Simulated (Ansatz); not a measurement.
**GaN: density, localisation and related maps**

Input

```
crystal:
  lattice:
    - [-0.0112447627, 2.2489525415, 2.2489525415]
    - [2.2489525415, -0.0112447627, 2.2489525415]
    - [2.2377077788, 2.2377077788, 0.0]
  atoms:
    - { symbol: Ga, position: [-0.0007240346, -0.0007240346, 0.0007240346] }
    - { symbol: "N", position: [0.2507240346, 0.2507240346, 0.2492759654] }
kpoints:
  mp_grid: { grid: [10, 10, 10] }
  band_path:
    path:
      - [0.0, 0.0, 0.0]
      - [-0.5, -0.5, 0.0]
      - [-0.375, -0.375, 0.25]
      - [-0.375, 0.0, 0.375]
      - [0.0, 0.0, 0.5]
      - [-0.5, -0.25, 0.25]
    npoints: 1
hamiltonian:
  xc: r2scan
scf:
  occupations: { method: fixed }
  n_extra_bands: 4
output:
  forces: true
  stress: true
  eigenvalues: true
  write_density: true
  write_potential: true
  elf: true
  volumetric_format: npy
```

Run with:

```sh
ansatz run input.yaml --threads 4 --pin off --max-ram 4608MiB --backend cpu --events-out ev --progress --plain --runs-dir out
```

Below, planes, directions and counts refer to the conventional cell (a = 3.16 Å, b = 3.20 Å, c = 4.50 Å, α = 90.00°, β = 90.00°, γ = 90.00°).

Space group Imm2; started from the zincblende prototype, which need not be the ambient phase; changed on purpose from its base cell (shear xy strain -1.0%).

Level of theory: Ansatz, DFT, r2SCAN, plane waves, PAW.

In a PAW calculation such maps are meaningful between the atoms, not at the nuclei.

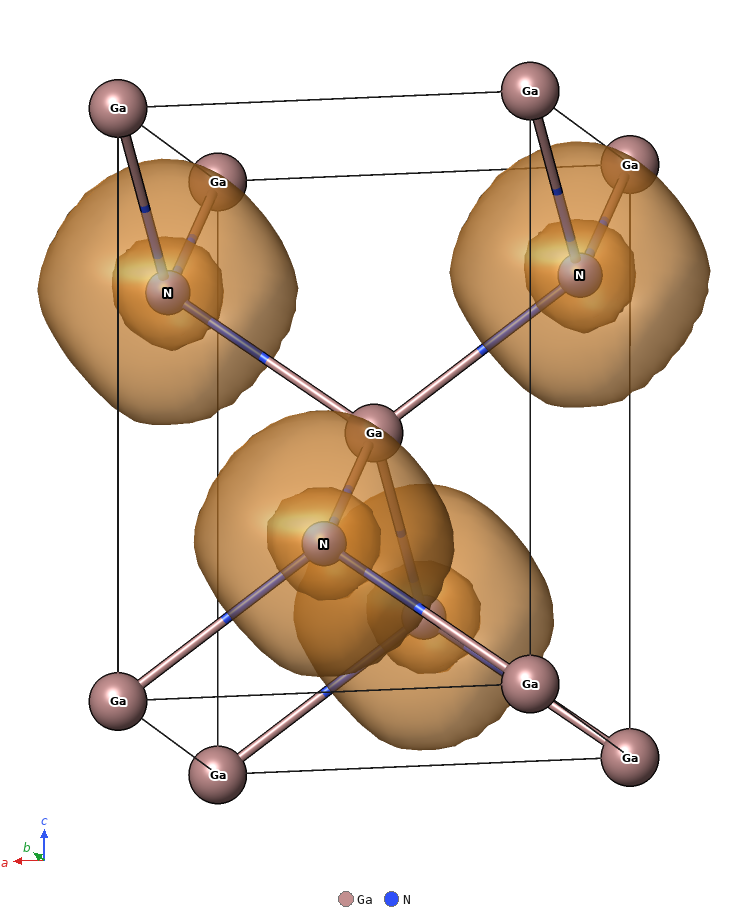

Figure 1. Isosurface of the ELF at 0.65 (orange), seen at an oblique angle. Core shells and regions of very low density are left out. Sticks mark near contacts.

Describe the localisation domains.

Answer. The ELF exceeds this value in two regions wrapped around N (the valence shell of each), counted in one cell of 4 atoms. Any copies at cell faces, edges or corners count once.


Ga–N (1.94 Å): the ELF peaks at about 0.85 in the valence shell of N, 0.7 Å from its nucleus, and is about 0.50 at the midpoint.

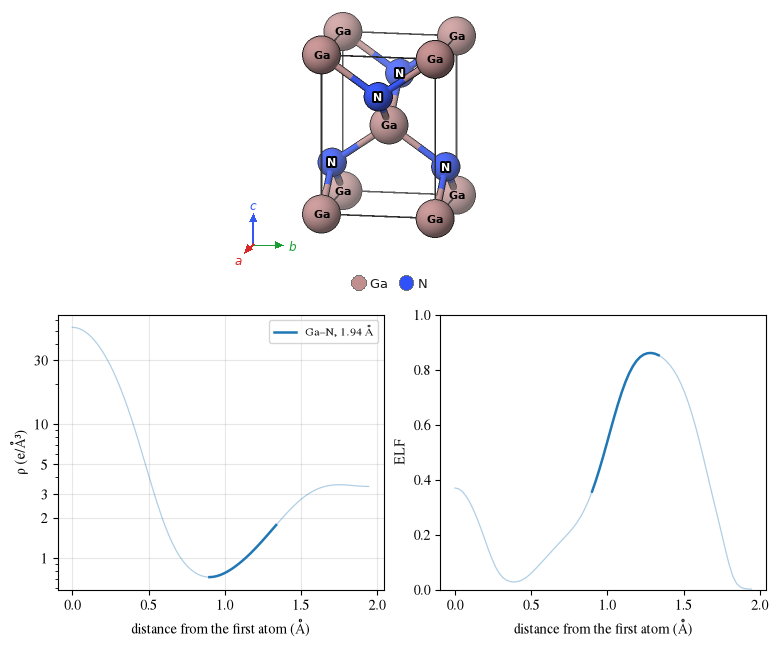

Figure 2. Valence electron density and electron localisation function along straight lines between neighbouring atoms. Thin, pale parts lie inside the atomic spheres. The structure is drawn too.

What can be read from the curves?

Answer. Ga–N (1.94 Å): ρ is about 0.75 e/Å³ halfway; the ELF peaks at about 0.85 in the valence shell of N, 0.7 Å from its nucleus, and is about 0.50 at the midpoint.

Does the calculation make it a metal, or give it a gap?

Answer. It is gapped, with a Kohn–Sham gap of 2.1 eV on the k-point mesh, an upper bound to the gap of this method.
